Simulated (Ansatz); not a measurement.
## Run report: Hf₄S₉, geometry relaxation (part 2 of 2)

Continued. System: Hf₄S₉ (defect cell, 13 atoms in the cell). Method: DFT PBE+D3(BJ), scalar-relativistic, plane waves, PAW, no spin polarisation (Ansatz 0.2.0); cutoff 420 eV, 3×3×3 k-mesh, Gaussian smearing of 0.02 eV. The structure derives from a Materials Project entry. It belongs to a series of runs on one base structure; here: S interstitial, charge +0, atoms relaxed.

Geometry of the input (Å; fractional positions):
```
3.6059  0.0000  -5.7704
3.6059  0.0000  5.7704
-3.6059  -6.2455  0.0000
Hf 0.5000  0.5000  0.0000
Hf 1.0000  -0.0000  0.0000
Hf 0.5000  0.5000  0.5000
Hf 1.0000  -0.0000  0.5000
S  0.7929  0.5405  0.3333
S  0.2929  0.0405  0.3333
S  0.7929  0.5405  0.8333
S  0.2929  0.0405  0.8333
S  0.7071  0.9595  0.1667
S  0.2071  0.4595  0.1667
S  0.7071  0.9595  0.6667
S  0.2071  0.4595  0.6667
S  0.7514  0.2445  -0.0101
```

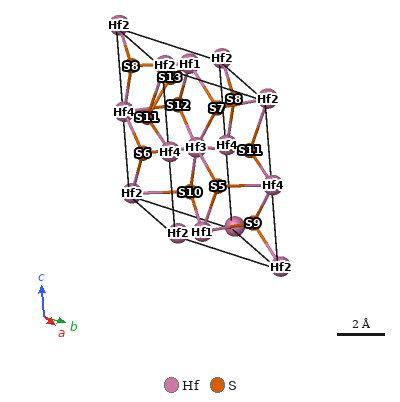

**Figure 1.** The geometry at step 15 of the log (ball-and-stick view of the cell of the calculation, seen slightly off an axis; atoms are numbered from 1 in the order of the input).

Output, continued:
```
--- Forces (eV/Å), atoms counted from 1 ---
  atom   1  Hf    -0.00091875    -0.00496523     0.01430004
  atom   2  Hf     0.00205445    -0.00831575    -0.00440953
  atom   3  Hf    -0.00001912     0.00728648    -0.00401601
  atom   4  Hf    -0.00349693     0.01001582    -0.00639393
  atom   5  S      0.00157033    -0.00976789    -0.00256176
  atom   6  S      0.00138356    -0.00113043    -0.00056928
  atom   7  S      0.00371614     0.00611191     0.00271121
  atom   8  S     -0.00517558     0.00406192     0.00299967
  atom   9  S     -0.00155511     0.00438656     0.00063622
  atom  10  S      0.00128209     0.00401700    -0.00008264
  atom  11  S     -0.00510512     0.00524630    -0.00992936
  atom  12  S      0.00246583    -0.00538808    -0.00194061
  atom  13  S      0.00377802    -0.01156120     0.00922248
  max |Σ_I F_I| component: 3.35e-5 eV/Å
--- Band table (eV; the first three rows and the last of 14) ---
  k-point 0: bands = ["-51.5181", "-51.3696", "-51.3079", "-51.2131", "-20.2400", "-20.2227", "-20.2096", "-20.1772", "-20.0771", "-20.0460", "-20.0383", "-20.0190", "-19.9690", "-19.9593", "-19.9074", "-19.8954", "-4.5880", "-2.5849", "-1.7504", "-1.6519", "-1.6446", "-1.5591", "-1.5460", "-1.5377", "-1.4780", "-1.4637", "-1.4417", "-1.4288", "-1.3911", "-1.3699", "-1.3508", "-1.3199", "-1.3142", "-1.3113", "-1.2948", "-1.2839", "-1.2725", "-1.2574", "-1.2527", "-1.2478", "-1.2308", "-1.2218", "-1.1974", "-1.1862", "-1.1666", "-1.1650", "-1.1436", "-1.1178", "-1.0905", "-0.9372", "-0.7612", "-0.7029", "-0.3478", "4.3207", "5.0112", "5.1790", "5.4850", "5.6906", "6.3339", "6.5793", "7.1829", "7.3106", "7.5580", "7.6266", "7.6682", "7.7452", "7.9458", "8.0356", "8.3734", "8.4108", "8.7929", "8.8395", "9.2623", "9.4053", "9.5564", "9.8978", "10.0582", "10.1067", "10.9344", "11.7771", "11.8479", "12.0799", "12.2599", "12.5687", "13.0125", "13.9114", "14.2912", "14.4084", "14.5384", "14.6921", "14.7029", "14.7846", "15.2433", "15.2976", "15.6562"]
  k-point 1: bands = ["-51.5181", "-51.3696", "-51.3079", "-51.2131", "-20.2224", "-20.2064", "-20.1994", "-20.1607", "-20.0795", "-20.0571", "-20.0400", "-20.0189", "-19.9819", "-19.9703", "-19.9197", "-19.9083", "-4.5155", "-2.5418", "-1.9903", "-1.6450", "-1.6138", "-1.5966", "-1.5414", "-1.5110", "-1.4783", "-1.4637", "-1.4505", "-1.4315", "-1.4068", "-1.3385", "-1.3236", "-1.3171", "-1.3121", "-1.3090", "-1.2933", "-1.2758", "-1.2719", "-1.2543", "-1.2522", "-1.2446", "-1.2333", "-1.2285", "-1.1821", "-1.1787", "-1.1587", "-1.1474", "-1.1419", "-1.0889", "-1.0651", "-1.0339", "-0.8621", "-0.8303", "-0.1204", "4.5447", "4.8900", "5.4993", "5.8178", "6.1598", "6.2895", "6.6611", "6.9613", "7.3077", "7.3802", "7.5446", "7.6071", "7.6836", "7.7793", "7.9126", "8.2320", "8.3721", "8.5179", "8.8160", "8.8412", "9.0573", "9.3510", "9.6294", "9.6678", "10.1300", "11.0828", "11.7322", "12.0649", "12.3814", "12.7919", "13.1466", "13.2456", "13.6054", "13.7905", "14.2061", "14.2229", "14.3723", "14.6940", "14.8743", "15.4734", "15.5969", "15.8085"]
  k-point 2: bands = ["-51.5181", "-51.3696", "-51.3079", "-51.2131", "-20.2293", "-20.2072", "-20.1985", "-20.1523", "-20.0752", "-20.0635", "-20.0423", "-20.0179", "-19.9866", "-19.9662", "-19.9257", "-19.8998", "-4.4997", "-2.4816", "-1.8938", "-1.7481", "-1.6330", "-1.5765", "-1.5598", "-1.5177", "-1.4780", "-1.4637", "-1.4483", "-1.4368", "-1.3855", "-1.3688", "-1.3389", "-1.3197", "-1.3153", "-1.3120", "-1.2970", "-1.2835", "-1.2586", "-1.2528", "-1.2486", "-1.2403", "-1.2202", "-1.2149", "-1.1872", "-1.1815", "-1.1708", "-1.1523", "-1.1388", "-1.1161", "-1.0818", "-1.0069", "-0.9160", "-0.8183", "-0.1765", "4.6906", "4.9489", "5.4882", "5.9011", "6.1460", "6.3820", "6.7086", "6.7964", "6.9921", "7.2791", "7.4594", "7.5966", "7.6999", "7.8066", "8.0088", "8.1582", "8.3790", "8.5630", "8.6822", "9.0335", "9.1701", "9.5491", "9.8371", "9.8892", "10.1468", "10.6272", "11.7742", "12.1485", "12.3303", "12.7930", "13.0656", "13.3029", "13.6144", "13.9674", "14.1668", "14.4264", "14.5306", "14.6167", "14.7965", "15.2970", "15.4905", "15.6949"]
  k-point 13: bands = ["-51.5181", "-51.3696", "-51.3079", "-51.2131", "-20.2226", "-20.2064", "-20.1994", "-20.1607", "-20.0795", "-20.0572", "-20.0400", "-20.0189", "-19.9818", "-19.9703", "-19.9197", "-19.9083", "-4.4569", "-2.4982", "-1.9251", "-1.7612", "-1.6474", "-1.5839", "-1.5538", "-1.5202", "-1.4776", "-1.4636", "-1.4573", "-1.4267", "-1.4075", "-1.3518", "-1.3311", "-1.3176", "-1.3118", "-1.3068", "-1.2969", "-1.2803", "-1.2729", "-1.2541", "-1.2492", "-1.2401", "-1.2321", "-1.2280", "-1.1916", "-1.1806", "-1.1612", "-1.1511", "-1.1421", "-1.1000", "-1.0785", "-1.0430", "-0.9078", "-0.8295", "-0.1410", "4.6107", "5.0532", "5.6336", "5.9705", "6.1887", "6.2748", "6.6850", "6.9900", "7.1483", "7.1680", "7.5199", "7.5737", "7.7327", "7.7620", "8.1318", "8.2450", "8.3690", "8.4679", "8.4982", "8.9475", "9.2214", "9.2526", "9.4854", "9.5515", "10.1099", "10.9594", "11.5529", "12.1197", "12.6395", "12.9320", "13.1671", "13.3038", "13.7798", "13.9714", "14.1502", "14.3883", "14.6299", "14.6581", "14.7475", "15.3228", "15.6056", "15.7638"]
--- Relaxed structure (28 steps of the walk, 26 accepted, 0 SCFs on fresh bases) ---
  F+E_penalty+E_count = -71024.72047623 eV   max|allowed force component| = 1.430e-2 eV/Å
  atoms:
    - { symbol: Hf, position: [0.5365472807186527, 0.473367021613291, 0.008833634800771591] }
    - { symbol: Hf, position: [0.9842113871664252, 0.037773298684033674, 0.019115015554745773] }
    - { symbol: Hf, position: [0.4949564476993392, 0.49109290386159643, 0.5050257399853124] }
    - { symbol: Hf, position: [1.0066366409307903, 0.00806704637486777, 0.5048992687363305] }
    - { symbol: S, position: [0.8149856464570718, 0.541359069339043, 0.3596980762159273] }
    - { symbol: S, position: [0.28028288412695174, 0.04294108795836955, 0.33049477012752865] }
    - { symbol: S, position: [0.8208542240789733, 0.5959323911192294, 0.8364768686066658] }
    - { symbol: S, position: [0.24718601388108657, 0.017938843790768086, 0.8366602708747575] }
    - { symbol: S, position: [0.6863570362242849, 0.924853293845796, 0.18169036743990113] }
    - { symbol: S, position: [0.2655268206370472, 0.5028349192121919, 0.18928375505842196] }
    - { symbol: S, position: [0.6450812590397422, 0.9517046542140714, 0.6145518648975274] }
    - { symbol: S, position: [0.22138731175394988, 0.45870975849169116, 0.6873429436449051] }
    - { symbol: S, position: [0.7473498880856844, 0.19792606509505073, -0.08413063554279511] }
```

Trajectory as extended XYZ (Å, eV, eV/Å), 7 of the 28 frames kept, from step=1 to step=28:
```
13
Lattice="3.6059 0.0000 -5.7704 3.6059 0.0000 5.7704 -3.6059 -6.2455 0.0000" Properties=species:S:1:pos:R:3:forces:R:3 step=1 energy=-71023.39621
Hf    3.6059    0.0000    0.0000    0.0151   0.0782   0.5980
Hf    3.6059    0.0000   -5.7704    0.0091  -0.1671  -0.4533
Hf    1.8029   -3.1228    0.0000   -0.0098   0.0080  -0.0341
Hf    1.8029   -3.1228   -5.7704    0.0006   0.0127  -0.0298
S     3.6059   -2.0818   -1.4564    0.0127  -0.6783   0.0279
S     0.0000   -2.0818   -1.4564   -0.0045  -0.0263  -0.0266
S     1.8029   -5.2046   -1.4564    0.7530   0.4320   0.2873
S    -1.8029   -5.2046   -1.4564   -0.7677   0.4218   0.2598
S     5.4088   -1.0409    1.4564   -0.8987  -0.5009  -0.2085
S     1.8029   -1.0409    1.4564    0.8840  -0.5156  -0.2256
S     3.6059   -4.1637    1.4564    0.0119   0.9415  -0.1246
S     0.0000   -4.1637    1.4564   -0.0065  -0.0255   0.0186
S     3.6272    0.0628   -2.9248    0.0008   0.0194  -0.0893
13
Lattice="3.6059 0.0000 -5.7704 3.6059 0.0000 5.7704 -3.6059 -6.2455 0.0000" Properties=species:S:1:pos:R:3:forces:R:3 step=5 energy=-71024.28954
Hf    3.6079    0.0197   -0.3335   -0.0089  -0.0707  -0.7195
Hf    3.6061   -0.0333   -5.4114   -0.0240  -0.3446   0.0374
Hf    1.7923   -3.1395   -0.0148   -0.4316   0.1343  -0.0846
Hf    1.8107   -3.1421   -5.7857    0.4265   0.1488  -0.0876
S     3.6057   -2.2577   -1.5903   -0.0115   0.1203  -0.1407
S    -0.0015   -1.9715   -1.3296   -0.0062  -0.2882  -0.0061
S     2.1020   -5.1935   -1.3564   -0.0794   0.0954   0.0341
S    -2.0972   -5.2009   -1.3575    0.1338   0.0992   0.0140
S     5.0932   -1.1058    1.3668    0.2633  -0.0605   0.1029
S     2.1211   -1.1069    1.3689   -0.2073  -0.0875   0.0989
S     3.6033   -3.9052    1.6272   -0.0059  -0.4239   0.5286
S    -0.0010   -4.2906    1.3495   -0.0042   0.2778  -0.0012
S     3.6258    0.1624   -2.9988   -0.0445   0.3991   0.2200
13
Lattice="3.6059 0.0000 -5.7704 3.6059 0.0000 5.7704 -3.6059 -6.2455 0.0000" Properties=species:S:1:pos:R:3:forces:R:3 step=10 energy=-71024.71672
Hf    3.6073   -0.0438   -0.3753    0.0033   0.0096  -0.0257
Hf    3.6086   -0.1254   -5.4465   -0.0003   0.1325   0.0150
Hf    1.7539   -3.1494   -0.0076   -0.0216  -0.0473  -0.0555
Hf    1.8529   -3.1483   -5.7804    0.0134  -0.0490  -0.0361
S     3.6060   -2.2500   -1.5771   -0.0039   0.0270  -0.0508
S     0.0009   -2.0606   -1.3684   -0.0038  -0.0088  -0.0293
S     2.0923   -5.2224   -1.3080   -0.0423   0.0108   0.0386
S    -2.0863   -5.2238   -1.3129    0.0354   0.0155   0.0523
S     5.1398   -1.1510    1.3639   -0.0554  -0.0196   0.0486
S     2.0784   -1.1541    1.3651    0.0604  -0.0194   0.0450
S     3.5997   -3.8568    1.7642    0.0142  -0.0304   0.0711
S    -0.0022   -4.2856    1.3581   -0.0031  -0.0515   0.0605
S     3.6169    0.5063   -3.1406    0.0038   0.0312  -0.1357
13
Lattice="3.6059 0.0000 -5.7704 3.6059 0.0000 5.7704 -3.6059 -6.2455 0.0000" Properties=species:S:1:pos:R:3:forces:R:3 step=15 energy=-71024.71994
Hf    3.6078   -0.0540   -0.3680   -0.0004   0.0035   0.0026
Hf    3.6088   -0.1174   -5.4553   -0.0002   0.0048  -0.0038
Hf    1.7495   -3.1514   -0.0111   -0.0001   0.0012   0.0012
Hf    1.8551   -3.1513   -5.7772   -0.0008   0.0022   0.0011
S     3.6056   -2.2479   -1.5818    0.0007  -0.0006   0.0005
S    -0.0021   -2.0609   -1.3707   -0.0002   0.0002   0.0002
S     2.0833   -5.2229   -1.3071   -0.0007  -0.0025   0.0000
S    -2.0761   -5.2228   -1.3104    0.0010  -0.0034  -0.0002
S     5.1401   -1.1537    1.3708    0.0004  -0.0017  -0.0020
S     2.0787   -1.1603    1.3698   -0.0005  -0.0013  -0.0014
S     3.5985   -3.8458    1.7673   -0.0010  -0.0004  -0.0009
S    -0.0021   -4.2909    1.3665   -0.0002  -0.0020   0.0005
S     3.6212    0.5146   -3.1583    0.0020   0.0001   0.0023
13
Lattice="3.6059 0.0000 -5.7704 3.6059 0.0000 5.7704 -3.6059 -6.2455 0.0000" Properties=species:S:1:pos:R:3:forces:R:3 step=19 energy=-71024.71996
Hf    3.6079   -0.0534   -0.3653   -0.0001  -0.0021  -0.0049
Hf    3.6096   -0.1162   -5.4562   -0.0022  -0.0035   0.0037
Hf    1.7481   -3.1514   -0.0122   -0.0005  -0.0013   0.0002
Hf    1.8534   -3.1505   -5.7775    0.0028  -0.0028   0.0025
S     3.6048   -2.2477   -1.5812   -0.0011   0.0033  -0.0002
S    -0.0036   -2.0605   -1.3710   -0.0010  -0.0004  -0.0008
S     2.0833   -5.2230   -1.3065    0.0007   0.0001   0.0004
S    -2.0745   -5.2234   -1.3116    0.0007   0.0003  -0.0008
S     5.1417   -1.1530    1.3715    0.0012   0.0020   0.0001
S     2.0790   -1.1625    1.3702   -0.0003  -0.0001   0.0007
S     3.5943   -3.8467    1.7662   -0.0009   0.0029  -0.0011
S    -0.0042   -4.2910    1.3666   -0.0013   0.0021   0.0002
S     3.6283    0.5144   -3.1587    0.0020  -0.0005  -0.0001
13
Lattice="3.6059 0.0000 -5.7704 3.6059 0.0000 5.7704 -3.6059 -6.2455 0.0000" Properties=species:S:1:pos:R:3:forces:R:3 step=23 energy=-71024.72012
Hf    3.6084   -0.0526   -0.3614    0.0006  -0.0083  -0.0163
Hf    3.6132   -0.1157   -5.4577   -0.0058  -0.0083   0.0108
Hf    1.7416   -3.1519   -0.0174    0.0005  -0.0031   0.0035
Hf    1.8459   -3.1490   -5.7743    0.0089  -0.0089   0.0102
S     3.6003   -2.2477   -1.5801   -0.0041   0.0121  -0.0010
S    -0.0125   -2.0602   -1.3715   -0.0030  -0.0016  -0.0019
S     2.0870   -5.2231   -1.3023    0.0020  -0.0009   0.0011
S    -2.0687   -5.2243   -1.3164    0.0025   0.0001  -0.0027
S     5.1476   -1.1457    1.3739    0.0038   0.0048   0.0005
S     2.0832   -1.1717    1.3703   -0.0025  -0.0010   0.0023
S     3.5718   -3.8470    1.7658   -0.0021   0.0077  -0.0045
S    -0.0145   -4.2914    1.3666   -0.0040   0.0076   0.0013
S     3.6650    0.5156   -3.1609    0.0032  -0.0002  -0.0032
13
Lattice="3.6059 0.0000 -5.7704 3.6059 0.0000 5.7704 -3.6059 -6.2455 0.0000" Properties=species:S:1:pos:R:3:forces:R:3 step=28 energy=-71024.72048
Hf    3.6098   -0.0552   -0.3646   -0.0009  -0.0050   0.0143
Hf    3.6162   -0.1194   -5.4613    0.0021  -0.0083  -0.0044
Hf    1.7345   -3.1542   -0.0223    0.0000   0.0073  -0.0040
Hf    1.8383   -3.1534   -5.7621   -0.0035   0.0100  -0.0064
S     3.5938   -2.2465   -1.5789    0.0016  -0.0098  -0.0026
S    -0.0262   -2.0641   -1.3696    0.0014  -0.0011  -0.0006
S     2.0925   -5.2242   -1.2979    0.0037   0.0061   0.0027
S    -2.0609   -5.2254   -1.3228   -0.0052   0.0041   0.0030
S     5.1547   -1.1348    1.3762   -0.0016   0.0044   0.0006
S     2.0881   -1.1822    1.3694    0.0013   0.0040  -0.0001
S     3.5418   -3.8382    1.7693   -0.0051   0.0052  -0.0099
S    -0.0261   -4.2928    1.3694    0.0025  -0.0054  -0.0019
S     3.7119    0.5254   -3.1704    0.0038  -0.0116   0.0092
```

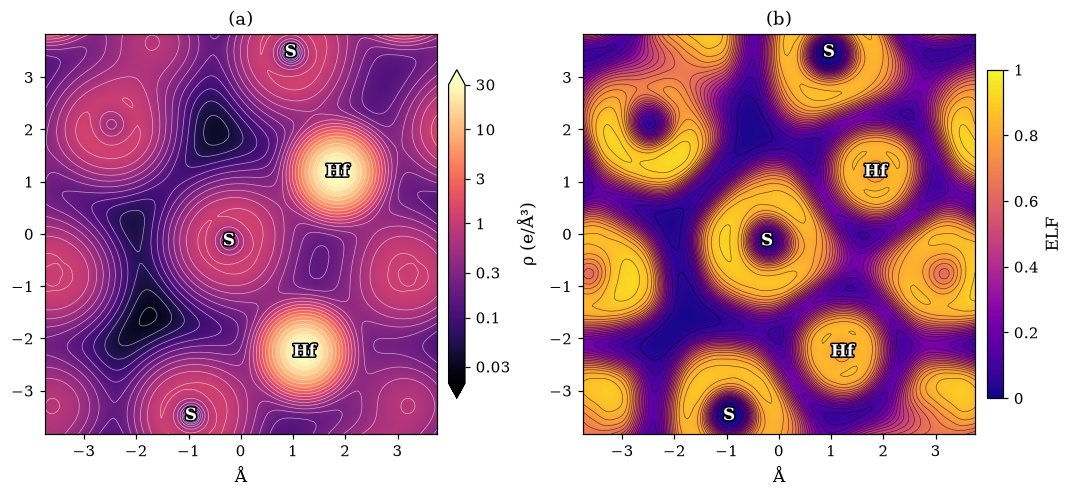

**Figure 2.** (a) valence electron density; (b) ELF on the (101̄) plane of the calculation cell. Atoms in the plane: Hf and S. Hf–S (2.46 Å): ρ is about 0.53 e/Å³ halfway; the ELF is about 0.35 at the midpoint. Hf–S (2.49 Å): ρ is about 0.5 e/Å³ halfway; the ELF is about 0.40 at the midpoint. Hf–S (2.57 Å): the density is about 0.43 e/Å³ at the midpoint; the ELF is about 0.40 at the midpoint. Away from the nuclei the density in this plane falls to 0.03 e/Å³ at its lowest. The strong features right at Hf lie inside the PAW spheres (semicore, d or f shells) and say nothing about bonding. In a PAW calculation such maps are meaningful between the atoms, not at the nuclei.

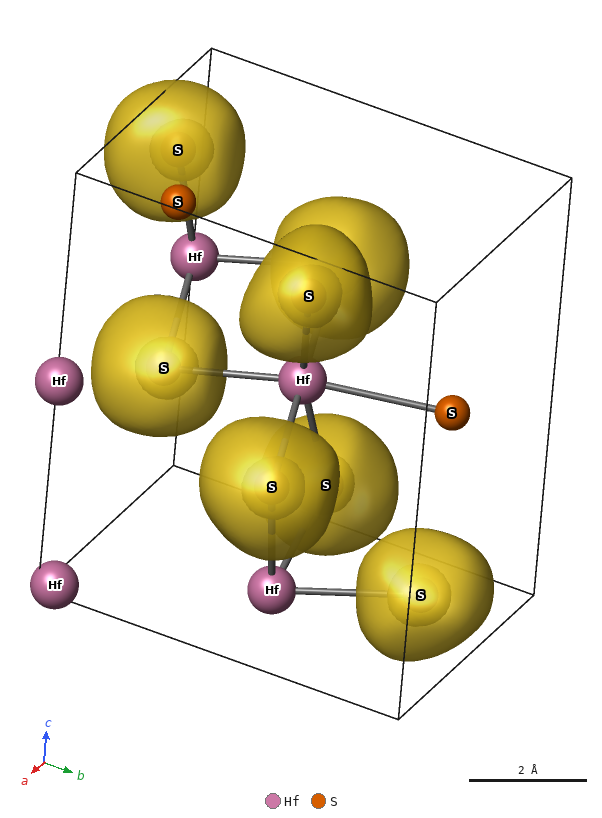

**Figure 3.** Isosurface of the ELF at 0.7 (yellow), seen at an oblique angle. Core shells and regions of very low density are left out. Sticks mark near contacts. The outline is the calculation cell. Values along the shortest contacts: S–S (2.06 Å): the ELF peaks at about 0.80 between the atoms, as expected for localised, shared-pair bonding. Hf–S (2.38 Å): the ELF is about 0.40 at the midpoint.

Key numbers:

| quantity | value |
| --- | --- |
| outcome | converged |
| electrons treated | 158 |
| free energy | −71024.7205 eV |
| Fermi energy | 11.318 eV |
| gap on the k-point mesh | 0.47 eV |
| final volume | 259.90 Å³ |
| largest force (length of the vector) at the end | 0.015 eV/Å |
| wall time | 2.4 min (CPU time 9.3 min) |
| peak memory | 1 GiB |

Spin–orbit coupling is left out, which matters for Hf.
